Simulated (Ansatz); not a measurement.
**HfSi$_{2}$O$_{6}$: density, localisation and related maps**

Input file:

```
crystal:
  lattice:
    - [4.9552861056, -2.5039018922, 0.0119860309]
    - [4.9552861056, 2.5039018922, 0.0119860309]
    - [-0.1969079265, 0.0, 5.8779327054]
  atoms:
    - { symbol: Hf, position: [0.4589866766, 0.5410133234, 0.5] }
    - { symbol: Si, position: [0.0149398157, 0.4789891477, 0.8448454382] }
    - { symbol: Si, position: [0.5210108523, 0.9850601843, 0.1551545618] }
    - { symbol: O, position: [0.5715128283, 0.2075894227, 0.297508411] }
    - { symbol: O, position: [0.8474158012, 0.6922582288, 0.0693529474] }
    - { symbol: O, position: [0.7924105773, 0.4284871717, 0.702491589] }
    - { symbol: O, position: [0.3716540469, 0.8740027133, 0.317237007] }
    - { symbol: O, position: [0.3077417712, 0.1525841988, 0.9306470526] }
    - { symbol: O, position: [0.1259972867, 0.6283459531, 0.682762993] }
basis:
  ecutwfc: 420
kpoints:
  mp_grid: { grid: [6, 6, 4] }
hamiltonian:
  xc: pbe
scf:
  occupations: { method: fixed }
output:
  forces: true
  stress: true
  eigenvalues: true
  write_density: true
  write_potential: true
  elf: true
  volumetric_format: npy
relax:
  adjacent_minimum: "off"
  f_tol: 0.001
  max_steps: 60
  cell: { stress_tol: 0.01 }
```

Run with:

```sh
ansatz run input.yaml --threads 4 --pin off --max-ram 8192MiB --backend cpu --events-out ev --progress --plain --runs-dir out
```

Below, planes, directions and counts refer to the conventional cell (a = 9.91 Å, b = 5.01 Å, c = 5.88 Å, α = 90.00°, β = 91.75°, γ = 90.00°).

Space group C2; a structure generated by program, which may or may not match a known phase.

Theory: DFT PBE, scalar-relativistic, plane waves, PAW in Ansatz.

Core electrons are frozen (PAW), and the valence fields are smoothed inside the atomic spheres.

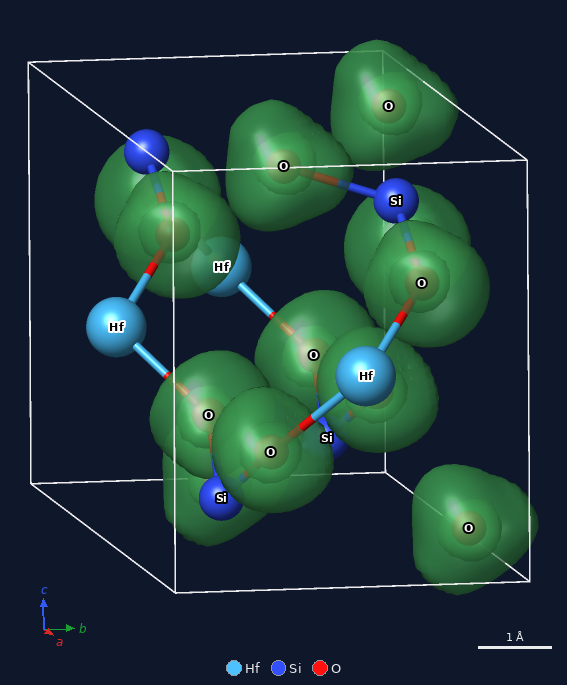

Figure 1. Isosurface of the ELF at 0.75 (green), seen slightly off an axis. Core shells and regions of very low density are left out. Sticks mark near contacts.

Question: Describe the localisation domains.

Answer: The ELF exceeds this value in twelve regions on O in which the atom's valence shell and bonds are merged, counted in one cell of 18 atoms. Any copies at cell faces, edges or corners count once. Profiles from the grid: Si–O (1.63 Å): the ELF peaks at about 0.85 between the atoms (a short, strongly polar bond). Hf–O (1.94 Å): the ELF peaks at about 0.80 in the valence shell of O, 0.6 Å from its nucleus, and drops to about 0.20 between the two atoms (no shared electron pair shows on this line).

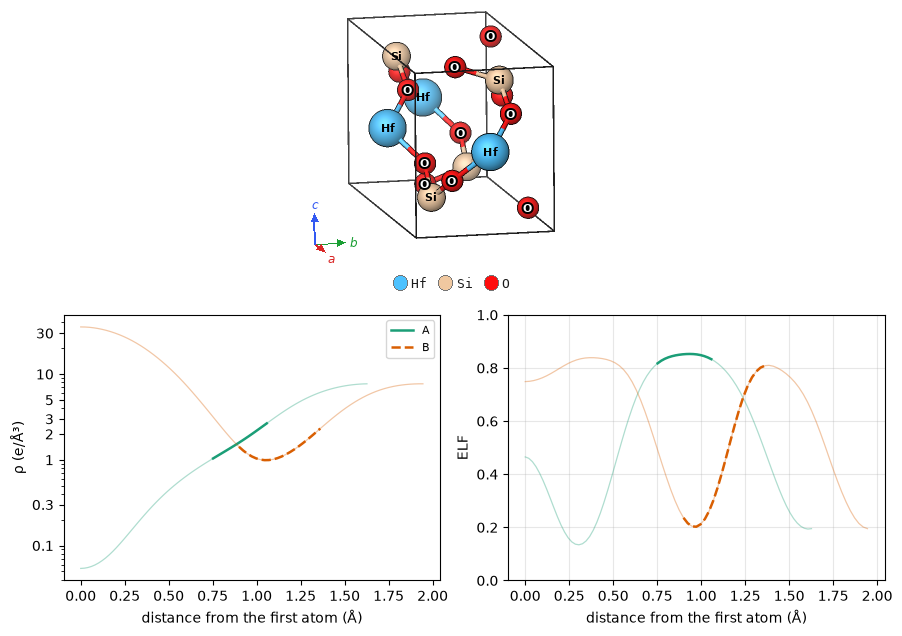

Figure 2. Valence charge density (pseudo) and ELF along straight lines between neighbouring atoms. Thin, pale parts lie inside the atomic spheres. The structure is drawn too.

Question: Which curve belongs to which contact (Hf–O and Si–O)? The first atom named is at distance zero.

Answer: Curve A: Si–O (1.63 Å): ρ is about 1.2 e/Å³ halfway; the ELF peaks at about 0.85 between the atoms, as expected for a polar covalent bond. Curve B: Hf–O (1.94 Å): the density is about 1.1 e/Å³ at the midpoint; the ELF peaks at about 0.80 in the valence shell of O, 0.6 Å from its nucleus, and drops to about 0.20 between the two atoms (no shared electron pair shows on this line).

Question: Metal or insulator at this level of theory?

Answer: It is gapped, with a Kohn–Sham gap of 5.0 eV on the k-point mesh, an upper bound to the gap of this method.
